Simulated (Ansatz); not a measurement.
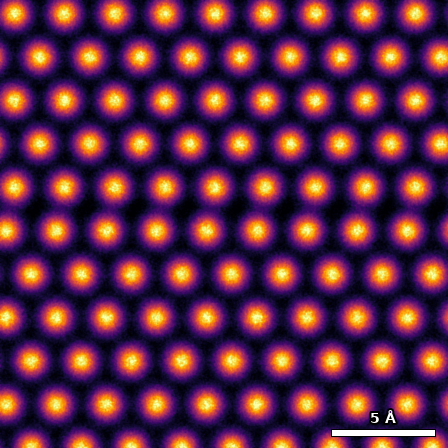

Dark-field STEM-like image of Rh (Im-3m, No. 229) along [111]. The image is simulated as a sum over atoms of Z^1.7, blurred by a 1.22 Å probe (no channelling). The probe carries 15 % of its weight in a tail 2.5 times as wide. Shot noise was added.

One planar defect was built into the perfect crystal by geometry alone, without relaxation. Host structure: a calculation's starting geometry; the starting structure was generated, so it need not be a known form of this composition.

Where does the periodic pattern break, and how?

Answer. A planar fault (a stacking fault) runs horizontally about 10 Å below the top edge. The part above it is shifted along the boundary by 2/3 of the 2.46 Å repeat of the rows (1.6 Å to the right, the same as 0.8 Å to the left); both parts keep the same orientation.
